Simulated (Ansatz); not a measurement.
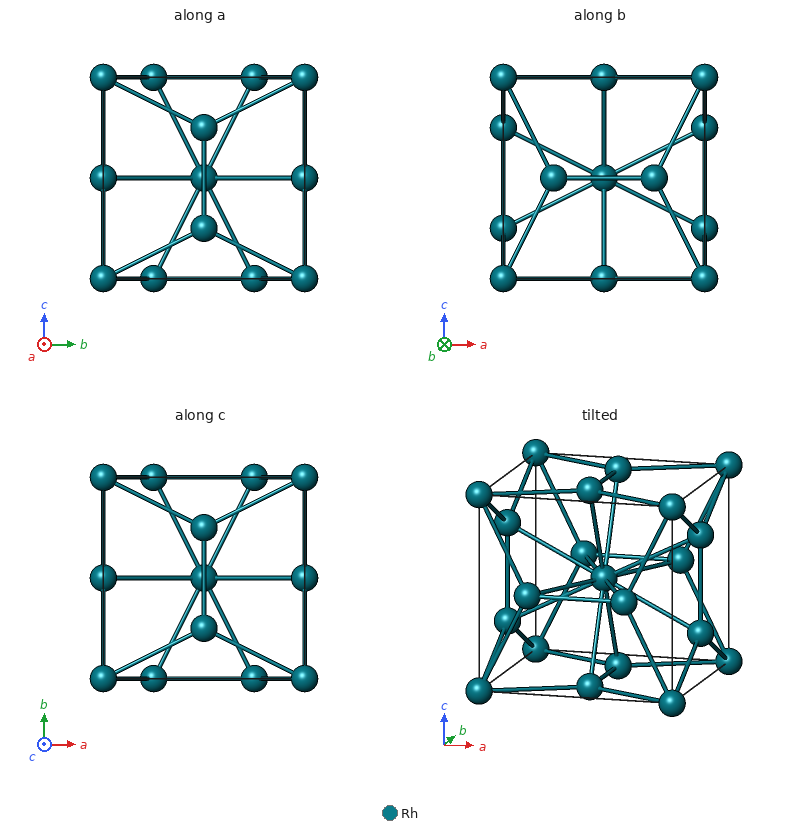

The image is a ball-and-stick drawing of a crystal, viewed along the a axis, along the b axis, along the c axis and slightly off an axis. Lines trace the edges of the conventional unit cell.

Lattice parameters: a = 4.8419 Å, b = 4.8419 Å, c = 4.8419 Å, α = 90.000°, β = 90.000°, γ = 90.000°.

Q: Express the structure as a CIF with its space group and independent sites.

A:
```cif
data_structure
_symmetry_space_group_name_H-M 'P m -3 n'
_symmetry_Int_Tables_number 223
_cell_length_a 4.8419
_cell_length_b 4.8419
_cell_length_c 4.8419
_cell_angle_alpha 90.000
_cell_angle_beta 90.000
_cell_angle_gamma 90.000
_cell_volume 113.51
loop_
_atom_site_label
_atom_site_type_symbol
_atom_site_symmetry_multiplicity
_atom_site_Wyckoff_symbol
_atom_site_fract_x
_atom_site_fract_y
_atom_site_fract_z
_atom_site_occupancy
Rh1 Rh 2 a 0.5000 0.5000 0.5000 1
Rh2 Rh 6 c 0.2500 0.0000 0.5000 1
```

Origin of the cell: a textbook structure type filled with this element (whether it is the usual form wasn't checked). Atoms and cell were optimised with DFT r2SCAN, scalar-relativistic, plane waves, PAW in Ansatz.
